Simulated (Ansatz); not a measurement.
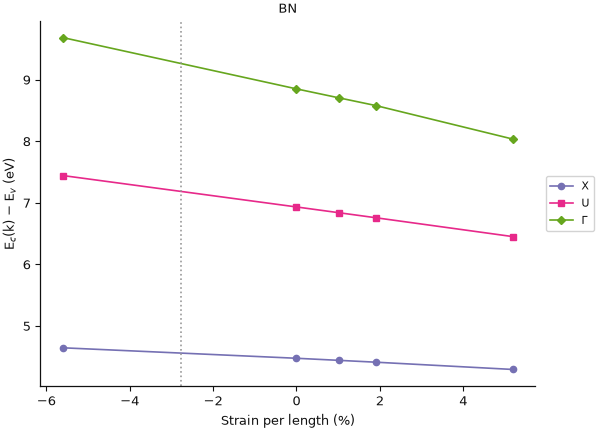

Lowest conduction level at each named k point, counted from the valence-band top at Γ. The names follow the standardised cell of this lattice; in reduced coordinates of the cell that was run, X is (−0.5, −0.5, 0) and U is (−0.375, −0.375, 0.25). One run is left out (dotted line).

System: zincblende BN, space group F-43m, 2 atoms in the primitive cell, relaxed with r2SCAN; unstrained, cubic a = 3.610 Å. All lengths are scaled by the strain listed; symmetry fixes the atoms. Points keep the names and reduced coordinates of the unstrained primitive cell. Computed with Ansatz 0.2.0: PBE, Ansatz PAW set, no spin polarisation, no spin-orbit coupling, 12×12×12 k mesh, 420 eV cutoff, Fermi-Dirac smearing of 0.02 eV.

| strain | X (eV) | U (eV) | Γ (eV) |
| --- | --- | --- | --- |
| −5.6 % | 4.65 | 7.44 | 9.69 |
| 0 % | 4.48 | 6.93 | 8.85 |
| +1.02 % | 4.44 | 6.84 | 8.71 |
| +1.91 % | 4.41 | 6.76 | 8.58 |
| +5.19 % | 4.29 | 6.45 | 8.04 |

Question: Estimate the values at −2.78 %.

Answer: Fits through the other points give 4.56 eV at X (a straight line), 7.19 eV at U (a straight line) and 9.28 eV at Γ (a parabola). The run itself gives 4.56, 7.18 and 9.26 eV, within 0.02 eV of the estimates.

Question: Which of these conduction levels is lowest, and does that change?

Answer: The lowest is the one at X, over the whole range, so among these points the gap stays indirect.

LDA, GGA and most meta-GGA functionals understate gaps. The usual form of BN is layered hexagonal.
